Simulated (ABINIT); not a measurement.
## Run report: CoO, single-point calculation (part 1 of 2)

The run: single-point calculation of CoO (2 atoms in the cell). Method and program: Kohn-Sham DFT of a periodic cell, LDA, JTH PAW LDA v2.0, spin-polarised (ABINIT 10.8.3).

The structure derives from a Materials Project entry.

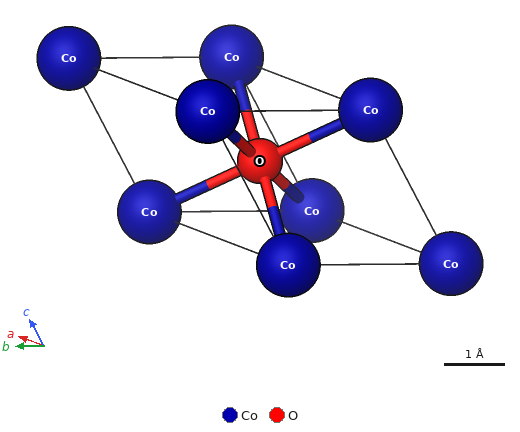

Figure 1. The structure as given in the input (ball-and-stick view of the cell of the calculation, seen at an oblique angle). An atom can appear more than once, as a periodic image. Near neighbours in the periodic cell (some may lie outside the picture): Co has 6 O at 2.12 Å; O has 6 Co at 2.12 Å.

### The input
```
# Pseudopotentials
pp_dirpath "./"
pseudos "Co.LDA_PW-JTH.xml, O.LDA_PW-JTH.xml"

# Structure
acell 3*1.0
rprim
     2.8449251281     1.6425182886     4.6107936168
    -2.8449251281     1.6425182886     4.6107936168
     0.0000000000    -3.2850365771     4.6107936168
ntypat 2
znucl 27 8
natom 2
typat 1 2
xcart
     0.0000000000     0.0000000000     0.0000000000
     0.0000000000     0.0000000000     3.6598903593 Angstrom

# Plane-wave basis
ecut 26.0
pawecutdg 48.0

# k points
kptopt 1
ngkpt 10 10 10
nshiftk 1
shiftk 0.0 0.0 0.0

# Exchange and correlation
ixc 7

# Bands and occupations
nband 16
occopt 7
tsmear 0.1 eV

# Spin
nsppol 2
spinat
     0.0000000000     0.0000000000     2.0000000000
     0.0000000000     0.0000000000     0.0000000000

# SCF cycle
nstep 100
tolvrs 1.0e-9

# Output
iomode 3
prtwf 0
prtden 0
prteig 0
prtebands 0
enunit 1
```

Launched with:
```bash
abinit run.abi > log 2>&1
```

### The program's output
```
.Version 10.8.3 of ABINIT
 Symmetries : space group R-3 m (#166); Bravais hR (rhombohedral)
================================================================================
 Values of the parameters that define the memory need of the present run
     intxc =       0    ionmov =       0      iscf =      17    lmnmax =      18
     lnmax =       6     mgfft =      27  mpssoang =       3    mqgrid =    3001
     natom =       2  nloc_mem =       2    nspden =       2   nspinor =       1
    nsppol =       2      nsym =      12    n1xccc =       1    ntypat =       2
    occopt =       7   xclevel =       1
       mpw =         842          nfft =       19683          nkpt =         116
 PAW method is used; the additional fine FFT grid is defined by:
   mgfftf=        36    nfftf =     46656
================================================================================
================================================================================

--------------------------------------------------------------------------------
------------- Echo of variables that govern the present computation ------------
--------------------------------------------------------------------------------
 -outvars: echo values of preprocessed input variables --------
            acell      1.0000000000E+00  1.0000000000E+00  1.0000000000E+00 Bohr
              amu      5.89332000E+01  1.59994000E+01
             ecut      2.60000000E+01 Hartree
           enunit           1
                       outvar_i_n : Printing only first  50 k-points.
              ixc           7
                       outvar_i_n : Printing only first  50 k-points.
         kptrlatt       10    0    0      0   10    0      0    0   10
          kptrlen      5.66134994E+01
            natom           2
            nband          16
            ngfft          27      27      27
          ngfftdg          36      36      36
             nkpt         116
           nspden           2
           nsppol           2
            nstep         100
             nsym          12
           ntypat           2
                       prtocc : prtvol=0, do not print more k-points.
                       1.000000  1.000000  1.000000  1.000000  1.000000  1.000000
                       1.000000  1.000000  1.000000  1.000000  1.000000  1.000000
                       0.000000  0.000000  0.000000  0.000000
                       1.000000  1.000000  1.000000  1.000000  1.000000  1.000000
                       1.000000  1.000000  1.000000  1.000000  1.000000  1.000000
                       0.000000  0.000000  0.000000  0.000000
                       1.000000  1.000000  1.000000  1.000000  1.000000  1.000000
                       1.000000  1.000000  1.000000  1.000000  1.000000  1.000000
                       0.000000  0.000000  0.000000  0.000000
                       1.000000  1.000000  1.000000  1.000000  1.000000  1.000000
                       1.000000  1.000000  1.000000  1.000000  1.000000  1.000000
                       0.000000  0.000000  0.000000  0.000000
                       1.000000  1.000000  1.000000  1.000000  1.000000  1.000000
                       1.000000  1.000000  1.000000  1.000000  1.000000  1.000000
                       0.000000  0.000000  0.000000  0.000000
                       1.000000  1.000000  1.000000  1.000000  1.000000  1.000000
                       1.000000  1.000000  1.000000  1.000000  1.000000  1.000000
                       0.000000  0.000000  0.000000  0.000000
                       1.000000  1.000000  1.000000  1.000000  1.000000  1.000000
                       1.000000  1.000000  1.000000  1.000000  1.000000  1.000000
                       0.000000  0.000000  0.000000  0.000000
                       1.000000  1.000000  1.000000  1.000000  1.000000  1.000000
                       1.000000  1.000000  1.000000  1.000000  1.000000  1.000000
                       0.000000  0.000000  0.000000  0.000000
                       1.000000  1.000000  1.000000  1.000000  1.000000  1.000000
                       1.000000  1.000000  1.000000  1.000000  1.000000  1.000000
                       0.000000  0.000000  0.000000  0.000000
                       1.000000  1.000000  1.000000  1.000000  1.000000  1.000000
                       1.000000  1.000000  1.000000  1.000000  1.000000  1.000000
                       0.000000  0.000000  0.000000  0.000000
                       1.000000  1.000000  1.000000  1.000000  1.000000  1.000000
                       1.000000  1.000000  1.000000  1.000000  1.000000  1.000000
                       0.000000  0.000000  0.000000  0.000000
                       1.000000  1.000000  1.000000  1.000000  1.000000  1.000000
                       1.000000  1.000000  1.000000  1.000000  1.000000  1.000000
                       0.000000  0.000000  0.000000  0.000000
                       1.000000  1.000000  1.000000  1.000000  1.000000  1.000000
                       1.000000  1.000000  1.000000  1.000000  1.000000  1.000000
                       0.000000  0.000000  0.000000  0.000000
                       1.000000  1.000000  1.000000  1.000000  1.000000  1.000000
                       1.000000  1.000000  1.000000  1.000000  1.000000  1.000000
                       0.000000  0.000000  0.000000  0.000000
                       1.000000  1.000000  1.000000  1.000000  1.000000  1.000000
                       1.000000  1.000000  1.000000  1.000000  1.000000  1.000000
                       0.000000  0.000000  0.000000  0.000000
                       1.000000  1.000000  1.000000  1.000000  1.000000  1.000000
                       1.000000  1.000000  1.000000  1.000000  1.000000  1.000000
                       0.000000  0.000000  0.000000  0.000000
                       1.000000  1.000000  1.000000  1.000000  1.000000  1.000000
                       1.000000  1.000000  1.000000  1.000000  1.000000  1.000000
                       0.000000  0.000000  0.000000  0.000000
                       1.000000  1.000000  1.000000  1.000000  1.000000  1.000000
                       1.000000  1.000000  1.000000  1.000000  1.000000  1.000000
                       0.000000  0.000000  0.000000  0.000000
                       1.000000  1.000000  1.000000  1.000000  1.000000  1.000000
                       1.000000  1.000000  1.000000  1.000000  1.000000  1.000000
                       0.000000  0.000000  0.000000  0.000000
                       1.000000  1.000000  1.000000  1.000000  1.000000  1.000000
                       1.000000  1.000000  1.000000  1.000000  1.000000  1.000000
                       0.000000  0.000000  0.000000  0.000000
                       1.000000  1.000000  1.000000  1.000000  1.000000  1.000000
                       1.000000  1.000000  1.000000  1.000000  1.000000  1.000000
                       0.000000  0.000000  0.000000  0.000000
                       1.000000  1.000000  1.000000  1.000000  1.000000  1.000000
                       1.000000  1.000000  1.000000  1.000000  1.000000  1.000000
                       0.000000  0.000000  0.000000  0.000000
                       1.000000  1.000000  1.000000  1.000000  1.000000  1.000000
                       1.000000  1.000000  1.000000  1.000000  1.000000  1.000000
                       0.000000  0.000000  0.000000  0.000000
                       1.000000  1.000000  1.000000  1.000000  1.000000  1.000000
                       1.000000  1.000000  1.000000  1.000000  1.000000  1.000000
                       0.000000  0.000000  0.000000  0.000000
                       1.000000  1.000000  1.000000  1.000000  1.000000  1.000000
                       1.000000  1.000000  1.000000  1.000000  1.000000  1.000000
                       0.000000  0.000000  0.000000  0.000000
                       1.000000  1.000000  1.000000  1.000000  1.000000  1.000000
                       1.000000  1.000000  1.000000  1.000000  1.000000  1.000000
                       0.000000  0.000000  0.000000  0.000000
                       1.000000  1.000000  1.000000  1.000000  1.000000  1.000000
                       1.000000  1.000000  1.000000  1.000000  1.000000  1.000000
                       0.000000  0.000000  0.000000  0.000000
                       1.000000  1.000000  1.000000  1.000000  1.000000  1.000000
                       1.000000  1.000000  1.000000  1.000000  1.000000  1.000000
                       0.000000  0.000000  0.000000  0.000000
                       1.000000  1.000000  1.000000  1.000000  1.000000  1.000000
                       1.000000  1.000000  1.000000  1.000000  1.000000  1.000000
                       0.000000  0.000000  0.000000  0.000000
                       1.000000  1.000000  1.000000  1.000000  1.000000  1.000000
                       1.000000  1.000000  1.000000  1.000000  1.000000  1.000000
                       0.000000  0.000000  0.000000  0.000000
                       1.000000  1.000000  1.000000  1.000000  1.000000  1.000000
                       1.000000  1.000000  1.000000  1.000000  1.000000  1.000000
                       0.000000  0.000000  0.000000  0.000000
                       1.000000  1.000000  1.000000  1.000000  1.000000  1.000000
                       1.000000  1.000000  1.000000  1.000000  1.000000  1.000000
                       0.000000  0.000000  0.000000  0.000000
                       1.000000  1.000000  1.000000  1.000000  1.000000  1.000000
                       1.000000  1.000000  1.000000  1.000000  1.000000  1.000000
                       0.000000  0.000000  0.000000  0.000000
                       1.000000  1.000000  1.000000  1.000000  1.000000  1.000000
                       1.000000  1.000000  1.000000  1.000000  1.000000  1.000000
                       0.000000  0.000000  0.000000  0.000000
                       1.000000  1.000000  1.000000  1.000000  1.000000  1.000000
                       1.000000  1.000000  1.000000  1.000000  1.000000  1.000000
                       0.000000  0.000000  0.000000  0.000000
                       1.000000  1.000000  1.000000  1.000000  1.000000  1.000000
                       1.000000  1.000000  1.000000  1.000000  1.000000  1.000000
                       0.000000  0.000000  0.000000  0.000000
                       1.000000  1.000000  1.000000  1.000000  1.000000  1.000000
                       1.000000  1.000000  1.000000  1.000000  1.000000  1.000000
                       0.000000  0.000000  0.000000  0.000000
                       1.000000  1.000000  1.000000  1.000000  1.000000  1.000000
                       1.000000  1.000000  1.000000  1.000000  1.000000  1.000000
                       0.000000  0.000000  0.000000  0.000000
                       1.000000  1.000000  1.000000  1.000000  1.000000  1.000000
                       1.000000  1.000000  1.000000  1.000000  1.000000  1.000000
                       0.000000  0.000000  0.000000  0.000000
                       1.000000  1.000000  1.000000  1.000000  1.000000  1.000000
                       1.000000  1.000000  1.000000  1.000000  1.000000  1.000000
                       0.000000  0.000000  0.000000  0.000000
                       1.000000  1.000000  1.000000  1.000000  1.000000  1.000000
                       1.000000  1.000000  1.000000  1.000000  1.000000  1.000000
                       0.000000  0.000000  0.000000  0.000000
                       1.000000  1.000000  1.000000  1.000000  1.000000  1.000000
                       1.000000  1.000000  1.000000  1.000000  1.000000  1.000000
                       0.000000  0.000000  0.000000  0.000000
                       1.000000  1.000000  1.000000  1.000000  1.000000  1.000000
                       1.000000  1.000000  1.000000  1.000000  1.000000  1.000000
                       0.000000  0.000000  0.000000  0.000000
                       1.000000  1.000000  1.000000  1.000000  1.000000  1.000000
                       1.000000  1.000000  1.000000  1.000000  1.000000  1.000000
                       0.000000  0.000000  0.000000  0.000000
                       1.000000  1.000000  1.000000  1.000000  1.000000  1.000000
                       1.000000  1.000000  1.000000  1.000000  1.000000  1.000000
                       0.000000  0.000000  0.000000  0.000000
                       1.000000  1.000000  1.000000  1.000000  1.000000  1.000000
                       1.000000  1.000000  1.000000  1.000000  1.000000  1.000000
                       0.000000  0.000000  0.000000  0.000000
                       1.000000  1.000000  1.000000  1.000000  1.000000  1.000000
                       1.000000  1.000000  1.000000  1.000000  1.000000  1.000000
                       0.000000  0.000000  0.000000  0.000000
                       1.000000  1.000000  1.000000  1.000000  1.000000  1.000000
                       1.000000  1.000000  1.000000  1.000000  1.000000  1.000000
                       0.000000  0.000000  0.000000  0.000000
                       1.000000  1.000000  1.000000  1.000000  1.000000  1.000000
                       1.000000  1.000000  1.000000  1.000000  1.000000  1.000000
                       0.000000  0.000000  0.000000  0.000000
                       1.000000  1.000000  1.000000  1.000000  1.000000  1.000000
                       1.000000  1.000000  1.000000  1.000000  1.000000  1.000000
                       0.000000  0.000000  0.000000  0.000000
                       prtocc : prtvol=0, do not print more k-points.
           occopt           7
        pawecutdg      4.80000000E+01 Hartree
           prtden           0
        prtebands           0
           prteig           0
            prtwf           0
            rprim      2.8449251281E+00  1.6425182886E+00  4.6107936168E+00
                      -2.8449251281E+00  1.6425182886E+00  4.6107936168E+00
                       0.0000000000E+00 -3.2850365771E+00  4.6107936168E+00
          spgroup         166
```
